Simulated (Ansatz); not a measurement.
## Electronic structure of HgTe (slab) in real space

Input file:

```
crystal:
  lattice:
    - [4.6045185716, 0.0, 0.0]
    - [0.0, 4.6045185716, 0.0]
    - [0.0, 0.0, 26.3956020713]
  atoms:
    - { symbol: Te, position: [0.5, 0.0, 0.2841382432] }
    - { symbol: Hg, position: [0.5, 0.5, 0.3458130308] }
    - { symbol: Te, position: [0.0, 0.5, 0.4074878185] }
    - { symbol: Hg, position: [0.0, 0.0, 0.4691626062] }
    - { symbol: Te, position: [0.5, 0.0, 0.5308373938] }
    - { symbol: Hg, position: [0.5, 0.5, 0.5925121815] }
    - { symbol: Te, position: [0.0, 0.5, 0.6541869692] }
    - { symbol: Hg, position: [0.0, 0.0, 0.7158617568] }
basis:
  ecutwfc: 420
kpoints:
  mp_grid: { grid: [8, 8, 1] }
hamiltonian:
  xc: pbesol
scf:
  occupations: { method: gaussian, width: 0.1 }
output:
  forces: true
  eigenvalues: true
  write_density: true
  write_potential: true
  elf: true
  volumetric_format: npy
relax:
  adjacent_minimum: "off"
  f_tol: 0.02
  max_steps: 60
efield:
  axis: 3
  dipole_correction: true
  ramp_width: 0.04
```

Command:

```sh
ansatz run input.yaml --threads 4 --pin off --max-ram 9216MiB --backend cpu --events-out ev --progress --plain --runs-dir out
```

The fields are those of the run's last geometry, not of the input's.

Built by placing these elements on a known structure type.

Method: Ansatz 0.2.0, DFT PBEsol, scalar-relativistic, plane waves, PAW.

The density is the valence pseudo-density of a PAW calculation; it isn't the true density close to the nuclei.

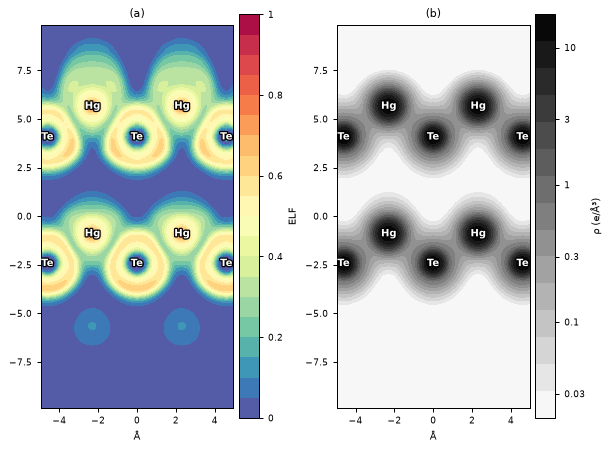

Figure 1. (a) ELF; (b) valence electron density on the (100) plane of the calculation cell, a cut from vacuum to vacuum.

**Read the bonding off the picture.**

The plane passes through Te and Hg nuclei.
Hg–Te (2.76 Å): the density is about 0.41 e/Å³ at the midpoint; the ELF is about 0.45 at the midpoint and 0.25 at its lowest between the atoms (no shared electron pair shows on this line).
The density dies away to nearly zero in the vacuum.
The features right at Hg lie inside the PAW spheres, where the map follows smoothed inner orbitals and isn't to be read closely.

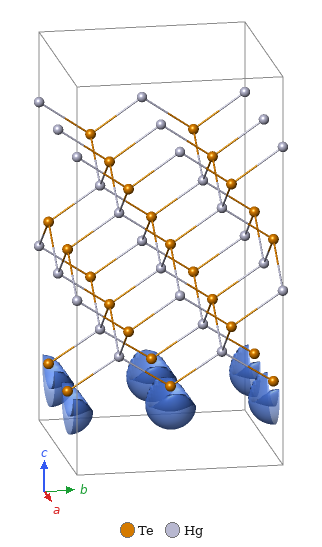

Figure 2. Isosurface of the ELF at 0.7 (blue), seen slightly off an axis. Core shells and regions of very low density are left out. Sticks mark near contacts.

**Describe the localisation domains.**

The surface consists of one lobe on Te, pointing away from the bonds (lone pairs), counted in one cell of 8 atoms. Counts are for one cell; the picture repeats the cell along the surface.


Hg–Te (2.73 Å): the ELF is about 0.45 at the midpoint and 0.25 at its lowest between the atoms: no shared electron pair shows on this line. Hg–Te (2.78 Å): the ELF is about 0.45 at the midpoint and 0.25 at its lowest between the atoms (no localised pair shows between them).

**Does the calculation make it a metal, or give it a gap?**

It is metallic or semimetallic at this level of theory: no gap opens.
